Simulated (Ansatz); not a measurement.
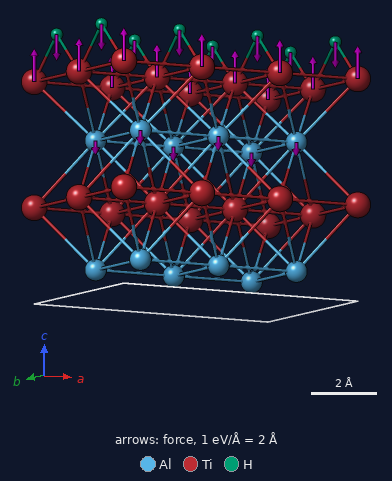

Starting geometry of a slab of composition Ti₂Al₂H (cut from the P4/mmm phase) with the computed forces as purple arrows. The picture is a ball-and-stick view of the 3 × 2 repeat of the cell, outlined in the plane, without the vacuum, seen from a free direction.

Case: H put at a bridge Ti-Ti site. The slab is the (0 0 1) face of TiAl with H on it. 2 atoms are held fixed.

These are results of DFT PBEsol, scalar-relativistic, plane waves, PAW (Ansatz), not measurements.

The input:
```yaml
crystal:
  lattice:
    - [2.7951585984, 0.0, 0.0]
    - [0.0, 2.7951585984, 0.0]
    - [0.0, 0.0, 25.0581107127]
  atoms:
    - { symbol: Al, position: [0.5, 0.5, 0.339211527] }
    - { symbol: Ti, position: [0.0, 0.0, 0.4197990167] }
    - { symbol: Al, position: [0.5, 0.5, 0.5009340684] }
    - { symbol: Ti, position: [0.0, 0.0, 0.5775789365] }
    - { symbol: H, position: [0.0, 0.5, 0.6302564913] }
basis:
  ecutwfc: 420
kpoints:
  mp_grid: { grid: [10, 10, 1] }
hamiltonian:
  xc: pbesol
scf:
  occupations: { method: gaussian, width: 0.1 }
output:
  forces: true
  eigenvalues: true
relax:
  adjacent_minimum: "off"
  f_tol: 0.03
  max_steps: 70
  constraints: [{ sites: [0, 1] }]
efield:
  axis: 3
  dipole_correction: true
  ramp_width: 0.04
```

Run as
```bash
ansatz run input.yaml --threads 1 --pin off --max-ram 2560MiB --backend cpu --events-out ev --progress --plain --runs-dir out
```

### Is this structure relaxed? If not, where do the atoms go?

It isn't relaxed: the largest force vector, on Ti4, is 0.53 eV/Å. The final displacements follow the starting forces only in part (cosine between the two patterns 0.62). H5 moves most: 0.11 Å along the normal (−c). Largest moves by element: H 0.11 Å, Al 0.03 Å, Ti 0.01 Å. The cell doesn't change. Near-neighbour distances that change, for instance: Ti4–H5 1.922 → 1.855 Å, Ti2–Al3 2.835 → 2.811 Å, Al3–Ti4 2.756 → 2.775 Å. Bond angles that change, for instance: Ti4–H5–Ti4 93.3° → 97.8°. Over 2 accepted moves (3 points after the start) the energy falls by 24.8 meV per cell of the calculation. Largest force component: 0.53 eV/Å at the start, 0.018 eV/Å at the end. 1 step only repeated the SCF at the same geometry. Cost: 59 s on 1 thread of Arm Neoverse V1 (shared host), peak memory 0.45 GiB.

Limits of the set-up: the periodic images lie only 2.8 Å apart, so the values are limited by the cell's size.
